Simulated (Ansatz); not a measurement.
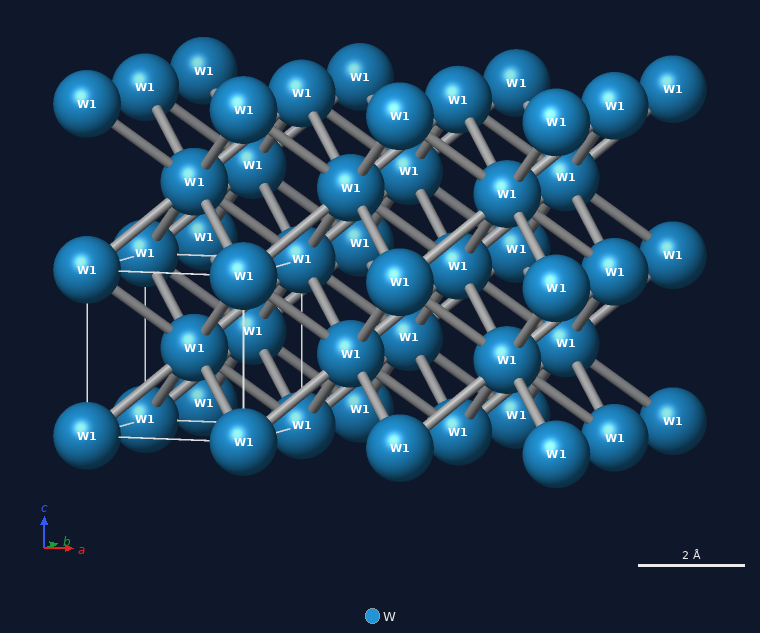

*The input geometry (ball-and-stick view of the cell 2 times as large as that of the calculation, set on its symmetry axes, repeated 3 × 2 × 2, seen slightly off an axis; atoms are numbered from 1 in the order of the input). An atom can appear more than once, as a periodic image.*

W: geometry relaxation

The run: geometry relaxation of W (Im-3m, 1 atom in the cell). Method and program: DFT PBE+D3(BJ), scalar-relativistic, plane waves, PAW, no spin polarisation (Ansatz 0.2.0).

The structure derives from an entry of the Crystallography Open Database. Figures and captions count atoms from 1; the log counts them from 0 in places.

The program's output:
```
Engine: ansatz 0.2.0, aarch64-unknown-linux-gnu
Pseudopotentials: kind: paw
Pseudopotential: W, paw, valence charge 14, recommended cutoff 420 eV (normal), W.paw.azcp
Functional definition: PBE
  parameter kappa = 0.804
  parameter beta = 0.06672455060314922
  exchange = pbe_x(kappa = kappa, mu = beta*pi^2/3)
  correlation = pbe_c(beta = beta)
Crystal: 1 atoms, lattice volume = 15.785 Å³
Basis set: ecut = 420 eV, 321 PW (Γ), exchange–correlation on 40×40×40 points (8 copies of the dense FFT grid, shifted against one another)
Bands: 11, of which v1, the nominal top of the filled ones, is band 7 counted from 1 (6 counted from 0)
Symmetry: 48 space group operations
Space group: Im-3m (ITA 229), of the structure as read, at distance tolerance 2.5e-5 Å
k-points: 195 of 5832
Non-local potential: W, projectors of the file, l = 0: 3, l = 1: 2, l = 2: 2, l = 3: 1
PAW form: soft (Blöchl's): semilocal exchange-correlation on the pseudo side does not see the compensation charge
PAW one-centre angular grid: W, 590 points (default); XC on 64 Gauss nodes
Initial density: superposition of atomic densities (neutral atoms: chi_scale 0, normalization atom), corrected by the library's trained network
Initial wavefunctions: pseudopotential atomic-orbital guess
Functional: x = pbe(κ = 0.804, μ = 0.2195149727645171), c = pbe(β = 0.06672455060314922)
SCF iter   1: F=—  HF=-10385.511071 eV  |F-HF|=—  |Δ(HF+E_count)|=         —  Δρ=1.64e-3  dr2=1.49e-4  ethr=1.77e-3  ⟨swp⟩=5.0  Hψ=11297  notcnv=0
preconditioner: auto → none  [metal: Δε(μ)=0.018 eV  Ē_g=9.099 eV  σ=0.100 eV  W_gap=0.10  n_scr=0 (ndim 8)  ℏωp=22.9 eV  f_vac=0.000  D(μ)=0.69/eV (n_scr^D=0)]
SCF iter   2: F=—  HF=-10385.510837 eV  |F-HF|=—  |Δ(HF+E_count)|=   2.34e-4  Δρ=8.13e-4  dr2=2.85e-5  ethr=1.06e-6  ⟨swp⟩=2.5  Hψ=4958  notcnv=0
SCF iter   3: F=—  HF=-10385.510866 eV  |F-HF|=—  |Δ(HF+E_count)|=   2.90e-5  Δρ=1.37e-4  dr2=2.01e-6  ethr=2.03e-7  ⟨swp⟩=2.0  Hψ=3299  notcnv=0
SCF iter   4: F=—  HF=-10385.510866 eV  |F-HF|=—  |Δ(HF+E_count)|=   1.58e-7  Δρ=1.14e-4  dr2=1.57e-6  ethr=1.43e-8  ⟨swp⟩=2.0  Hψ=3506  notcnv=0
SCF iter   5: F=—  HF=-10385.510866 eV  |F-HF|=—  |Δ(HF+E_count)|=   5.59e-7  Δρ=5.52e-5  dr2=3.65e-7  ethr=1.12e-8  ⟨swp⟩=2.0  Hψ=3160  notcnv=0
SCF iter   6: F=-10385.510865 eV  HF=-10385.510865 eV  |F-HF|=1.81e-8  |Δ(HF+E_count)|=   1.58e-7  Δρ=1.35e-5  dr2=2.21e-8  ethr=7.14e-10  ⟨swp⟩=9.1  Hψ=13843  notcnv=0
SCF 1 converged in 6 iterations: F = -10385.510865 eV  dr2 = 2.21e-8
  greatest PAW one-centre occupation: 1.000 electrons in one spin orbital (limit 2), on the W atom at site 0 (counted from 0), in its partial waves of l = 0
relax step   1: F+E_penalty+E_count = -10385.51086537 eV  Δ(F+E_penalty+E_count) = +0.000e0 eV  max|allowed force component| = 0.000e0 eV/Å  Δτ_max = 0.0000 Å  P = -0.347 GPa  Ω = 15.785 Å³  (6 SCF iters, dr2 threshold 1.00e-7 eV, accepted)
Crystal: 1 atoms, lattice volume = 15.721 Å³
Initial density: handed on by an earlier stage of this run
Initial wavefunctions: those handed on with the density
iter 1 solved again at ethr=2.22e-8 eV; its pass at ethr=3.10e-3 eV (dr2=3.11e-6 eV) is discarded
SCF iter   1: F=—  HF=-10385.510776 eV  |F-HF|=—  |Δ(HF+E_count)|=         —  Δρ=1.49e-4  dr2=9.22e-7  ethr=2.22e-8  ⟨swp⟩=2.1  Hψ=14119  notcnv=0
preconditioner: auto → none  [metal: Δε(μ)=0.017 eV  Ē_g=9.141 eV  σ=0.100 eV  W_gap=0.09  n_scr=0 (ndim 8)  ℏωp=22.9 eV  f_vac=0.000  D(μ)=0.68/eV (n_scr^D=0)]
SCF iter   2: F=—  HF=-10385.510776 eV  |F-HF|=—  |Δ(HF+E_count)|=   5.82e-8  Δρ=7.32e-5  dr2=2.01e-7  ethr=6.58e-9  ⟨swp⟩=2.0  Hψ=3340  notcnv=0
SCF iter   3: F=-10385.510776 eV  HF=-10385.510776 eV  |F-HF|=5.46e-11  |Δ(HF+E_count)|=   2.36e-7  Δρ=8.63e-6  dr2=4.48e-9  ethr=7.14e-10  ⟨swp⟩=8.2  Hψ=12576  notcnv=0
SCF 2 converged in 3 iterations: F = -10385.510776 eV  dr2 = 4.48e-9
relax step   2: F+E_penalty+E_count = -10385.51077626 eV  Δ(F+E_penalty+E_count) = +8.912e-5 eV  max|allowed force component| = 0.000e0 eV/Å  Δτ_max = 0.0000 Å  P = +0.956 GPa  Ω = 15.721 Å³  energy of the carried Pulay correction = +3.068e-5 eV  (3 SCF iters, dr2 threshold 1.00e-7 eV, rejected (line search))
Crystal: 1 atoms, lattice volume = 15.768 Å³
iter 1 solved again at ethr=9.90e-9 eV; its pass at ethr=3.10e-3 eV (dr2=1.39e-6 eV) is discarded
SCF iter   1: F=—  HF=-10385.510892 eV  |F-HF|=—  |Δ(HF+E_count)|=         —  Δρ=9.91e-5  dr2=3.77e-7  ethr=9.90e-9  ⟨swp⟩=2.2  Hψ=14182  notcnv=0
preconditioner: auto → none  [metal: Δε(μ)=0.017 eV  Ē_g=9.113 eV  σ=0.100 eV  W_gap=0.10  n_scr=0 (ndim 8)  ℏωp=22.9 eV  f_vac=0.000  D(μ)=0.69/eV (n_scr^D=0)]
SCF iter   2: F=—  HF=-10385.510892 eV  |F-HF|=—  |Δ(HF+E_count)|=   3.98e-7  Δρ=5.01e-5  dr2=9.34e-8  ethr=2.69e-9  ⟨swp⟩=1.1  Hψ=2160  notcnv=0
SCF iter   3: F=—  HF=-10385.510892 eV  |F-HF|=—  |Δ(HF+E_count)|=   1.11e-7  Δρ=4.47e-6  dr2=1.99e-9  ethr=6.67e-10  ⟨swp⟩=2.3  Hψ=2460  notcnv=0
SCF iter   4: F=—  HF=-10385.510892 eV  |F-HF|=—  |Δ(HF+E_count)|=  7.17e-10  Δρ=6.82e-7  dr2=2.01e-11  ethr=1.42e-11  ⟨swp⟩=2.0  Hψ=3233  notcnv=0
SCF iter   5: F=-10385.510892 eV  HF=-10385.510892 eV  |F-HF|=0.00e0  |Δ(HF+E_count)|=  1.82e-12  Δρ=7.18e-8  dr2=2.43e-13  ethr=1.00e-12  ⟨swp⟩=5.1  Hψ=7663  notcnv=0
SCF 3 converged in 5 iterations: F = -10385.510892 eV  dr2 = 2.43e-13
relax step   3: F+E_penalty+E_count = -10385.51089190 eV  Δ(F+E_penalty+E_count) = -2.653e-5 eV  max|allowed force component| = 0.000e0 eV/Å  Δτ_max = 0.0000 Å  P = -0.001 GPa  Ω = 15.768 Å³  energy of the carried Pulay correction = +8.177e-6 eV  (5 SCF iters, accepted)
Initial wavefunctions: pseudopotential atomic-orbital guess (no wavefunctions were taken with the density)
iter 1 solved again at ethr=3.46e-8 eV; its pass at ethr=3.10e-3 eV (dr2=4.85e-6 eV) is discarded
SCF iter   1: F=—  HF=-10385.510887 eV  |F-HF|=—  |Δ(HF+E_count)|=         —  Δρ=2.30e-6  dr2=1.35e-10  ethr=3.46e-8  ⟨swp⟩=3.0  Hψ=17539  notcnv=0
eigensolver tolerance schedule: the retry pair's looser diagonalisation over-reported the residual by 35848.32 of it (diagonalisation noise at 0.67 of the residual, at the tolerance the schedule requests for it); recorded, not acted on — ethr = c·dr2/N_el stays at c = 1.0e-1
SCF iter   2: F=—  HF=-10385.510886 eV  |F-HF|=—  |Δ(HF+E_count)|=   8.00e-7  Δρ=1.01e-6  dr2=2.00e-11  ethr=1.00e-12  ⟨swp⟩=3.3  Hψ=4315  notcnv=0
SCF iter   3: F=-10385.510886 eV  HF=-10385.510886 eV  |F-HF|=5.46e-12  |Δ(HF+E_count)|=  9.09e-12  Δρ=2.44e-7  dr2=1.27e-12  ethr=1.00e-12  ⟨swp⟩=6.1  Hψ=9796  notcnv=0
SCF 4 converged in 3 iterations: F = -10385.510886 eV  dr2 = 1.27e-12
relax step   4: F+E_penalty+E_count = -10385.51088600 eV  Δ(F+E_penalty+E_count) = +5.897e-6 eV  max|allowed force component| = 0.000e0 eV/Å  Δτ_max = 0.0000 Å  P = -0.001 GPa  Ω = 15.768 Å³  stress off target by 9.40e-4 GPa  SCF on the basis re-selected at this cell (its energy is not comparable with the rows above)  (3 SCF iters)
```

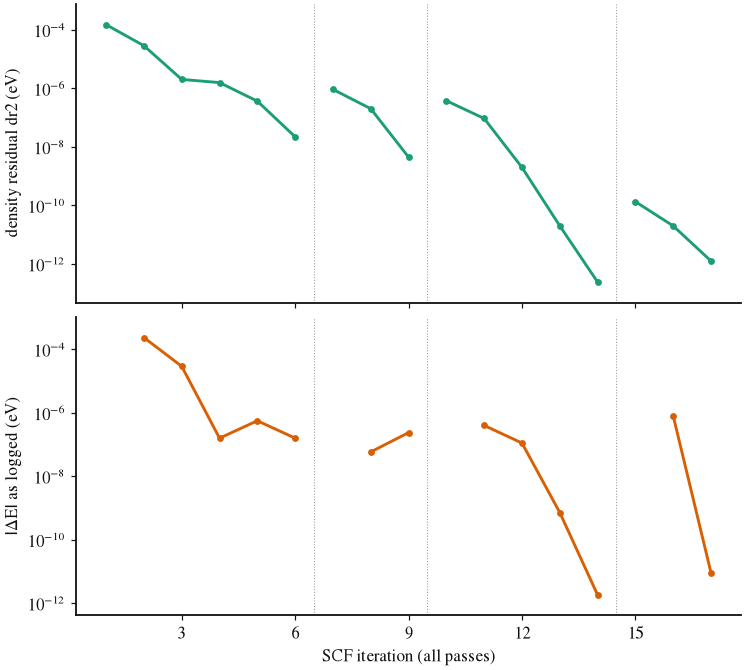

*Convergence of the self-consistent field: density residual dr2 and size of the energy change against the SCF iteration. The dotted lines part the SCF passes of the relaxation: geometry steps, rejected trials and re-solves on a re-selected basis.*

The passes take 6, 3, 5 and 3 iterations.

```
basis re-selected at this cell: Δ(F+E_penalty+E_count) = +5.897e-6 eV, ΔP = +0.000 GPa vs the last step (what re-selecting the basis moved, of the pressure what is left beyond the Pulay correction that the steps carried, after the strain that the cell walked since its last selection, with what the two solves' SCF thresholds leave and, on support functions, any second-order correction that the steps lacked; it is no measure of the basis error at this ecutwfc). This SCF's stress stands 9.40e-4 GPa from its target on what of the cell is left free (relax.cell.stress_tol is 5.00e-2 GPa) and its largest allowed force component is 0.00e0 eV/Å (relax.f_tol is 5.00e-3 eV/Å): within both
SCF converged after 3 iterations
Free energy (F): -10385.510886 eV
Harris-Foulkes:  -10385.510886 eV  (|F-HF|=5.46e-12)
Internal energy: -10385.507459 eV  (E = F + TS)
E sigma→0 (E₀):  -10385.509173 eV
Entropy (-TS):   -0.003427 eV (-3.427 meV/atom)
Fermi energy:    22.755453 eV
--- Per-component energies (eV) ---
  E_band       = -79.484195
  E_kinetic    = 450.694037
  E_local      = -594.910817  (includes V_loc(G=0)·N_el)
  E_nonlocal   = 0.385492
  E_hartree    = 214.254611
  E_xc         = -267.238033
  E_vxc        = -239.184014  (∫ρ·V_xc dr)
  E_paw        = -8562.494665  (= ΣΔE_a)
  E_vpaw       = -124.978049  (= ΣTr[D̂ρ^β])
  E_aug_tail   = -0.000056  (compensation charges beyond the density's cutoff)
  E_ewald      = -1625.498670
  E_disp       = -0.699357  (pairwise vdW)
  E_smearing   = -0.003427  (= −TS)
  E_closure    = 0.000000  (closes the sum)
  Σ components = -10385.510886   (vs F -10385.510886, Δ=0.00e0)
--- Forces (eV/Å), atoms counted from 1 ---
  atom   1  W      0.00000000    -0.00000000     0.00000000
  max |Σ_I F_I| component: 4.42e-32 eV/Å
--- Stress (GPa, compression-positive) ---
       -0.000940      -0.000000      -0.000000
        0.000000      -0.000940      -0.000000
        0.000000       0.000000      -0.000940
  P = ⅓ Tr σ = -0.0009 GPa (-0.009 kbar)
--- Band table (eV; the first three rows and the last of 195) ---
  k-point 0: bands = ["-51.3380", "-14.9299", "-14.9299", "-14.9299", "13.0992", "21.5120", "21.5120", "21.5120", "25.0229", "25.0229", "37.2821"]
  k-point 1: bands = ["-51.3339", "-14.9729", "-14.9432", "-14.9301", "13.2503", "21.4200", "21.4922", "21.6581", "24.8734", "25.0241", "37.4113"]
  k-point 2: bands = ["-51.3220", "-15.0953", "-14.9816", "-14.9307", "13.6863", "21.1657", "21.4052", "22.0916", "24.5538", "25.0352", "37.7363"]
  k-point 194: bands = ["-51.0971", "-15.8496", "-15.8496", "-15.8496", "16.8770", "16.8770", "27.9582", "27.9582", "27.9582", "31.0478", "31.0478"]
--- Relaxed structure (3 steps of the walk, 2 accepted, 1 SCFs on fresh bases) ---
  F+E_penalty+E_count = -10385.51088600 eV   max|allowed force component| = 0.000e0 eV/Å   (the final SCF, on the basis selected at the relaxed cell)
  cell:  # Å, volume = 15.7679 Å³
    - [-1.579687483104893, 1.579687483104893, 1.579687483104893]
    - [1.579687483104893, -1.579687483104893, 1.579687483104893]
    - [1.579687483104893, 1.579687483104893, -1.579687483104893]
  atoms:
    - { symbol: W, position: [0.0, 0.0, 0.0] }
```

Trajectory as extended XYZ (Å, eV, eV/Å), 4 frames, from step=1 to step=4:
```
1
Lattice="-1.5803 1.5803 1.5803 1.5803 -1.5803 1.5803 1.5803 1.5803 -1.5803" Properties=species:S:1:pos:R:3:forces:R:3 step=1 energy=-10385.51087 pressure_GPa=-0.35
W     0.0000    0.0000    0.0000    0.0000   0.0000   0.0000
1
Lattice="-1.5781 1.5781 1.5781 1.5781 -1.5781 1.5781 1.5781 1.5781 -1.5781" Properties=species:S:1:pos:R:3:forces:R:3 step=2 energy=-10385.51078 pressure_GPa=0.96 accepted=F
W     0.0000    0.0000    0.0000    0.0000   0.0000   0.0000
1
Lattice="-1.5797 1.5797 1.5797 1.5797 -1.5797 1.5797 1.5797 1.5797 -1.5797" Properties=species:S:1:pos:R:3:forces:R:3 step=3 energy=-10385.51089 pressure_GPa=-0.00
W     0.0000    0.0000    0.0000    0.0000   0.0000   0.0000
1
Lattice="-1.5797 1.5797 1.5797 1.5797 -1.5797 1.5797 1.5797 1.5797 -1.5797" Properties=species:S:1:pos:R:3:forces:R:3 step=4 energy=-10385.51089 pressure_GPa=-0.00
W     0.0000    0.0000    0.0000    0.0000   0.0000   0.0000
```

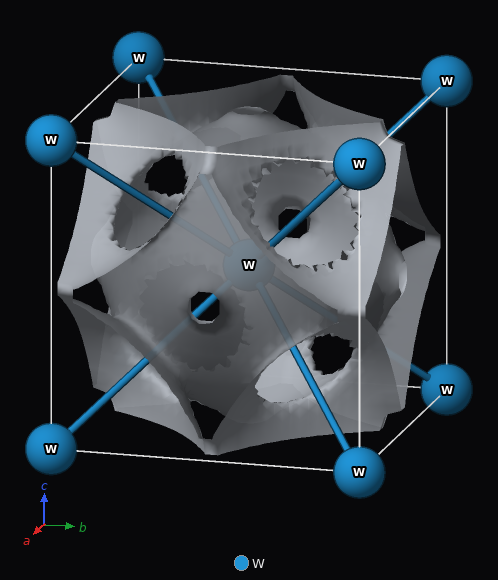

*Isosurface of the electron localisation function at 0.4 (grey), seen slightly off an axis. Only the valence region is drawn (cores and ρ < 0.01 e/Å³ removed). Sticks mark near contacts. The outline is the cell set on symmetry axes.*

Along the contacts the grid gives the following. In a PAW calculation such maps are meaningful between the atoms, not at the nuclei.

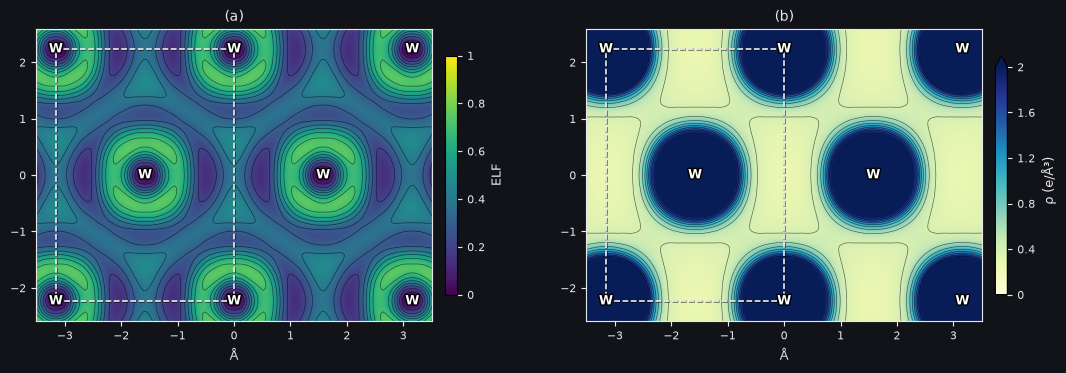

*(a) electron localisation function; (b) valence electron density on the (011) plane of the conventional cell.*

Atoms in the plane: W. W–W (2.74 Å): ρ at the midpoint is about 0.42 e/Å³; the ELF is about 0.40 at the midpoint (metallic bonding. Away from the nuclei the density in this plane falls to 0.27 e/Å³ at its lowest. The strong features right at W lie inside the PAW spheres (semicore, d or f shells) and say nothing about bonding.

This output came from the following input.

Input file:
```yaml
crystal:
  lattice:
    - [-1.5802524304, 1.5802524304, 1.5802524304]
    - [1.5802524304, -1.5802524304, 1.5802524304]
    - [1.5802524304, 1.5802524304, -1.5802524304]
  atoms:
    - { symbol: W, position: [0.0, 0.0, 0.0] }
basis:
  ecutwfc: 420
kpoints:
  mp_grid: { grid: [18, 18, 18] }
hamiltonian:
  xc: pbe
  dispersion: d3bj
scf:
  occupations: { method: gaussian, width: 0.1 }
output:
  forces: true
  stress: true
  eigenvalues: true
  write_density: true
  write_potential: true
  elf: true
  volumetric_format: npy
relax:
  adjacent_minimum: "off"
  f_tol: 0.005
  max_steps: 80
  cell: { stress_tol: 0.05 }
```

Run as:
```bash
ansatz run input.yaml --threads 4 --pin off --max-ram 10240MiB --backend cpu --events-out ev --progress --plain --runs-dir out
```

Key numbers:

```json
{"quantity": "outcome", "value": "converged"}
{"quantity": "space group (tolerance 0.01 Å)", "value": "Im-3m (229)"}
{"quantity": "electrons treated", "value": "14"}
{"quantity": "free energy", "value": "−10385.5109 eV"}
{"quantity": "Fermi energy", "value": "22.755 eV"}
{"quantity": "gap on the k-point mesh", "value": "none (metallic)"}
{"quantity": "pressure", "value": "0.00 GPa"}
{"quantity": "final volume", "value": "15.77 Å³"}
{"quantity": "largest force (length of the vector) at the end", "value": "under 0.001 eV/Å"}
{"quantity": "final cell", "value": "a = 2.736 Å, b = 2.736 Å, c = 2.736 Å, α = 109.47°, β = 109.47°, γ = 109.47°"}
{"quantity": "hardware", "value": "4 threads of Arm Neoverse V1, 24 GiB of memory available, shared host"}
{"quantity": "wall time", "value": "2.6 s (CPU time 9.3 s)"}
{"quantity": "peak memory", "value": "0.32 GiB"}
```

Spin–orbit coupling is left out, which matters for W.
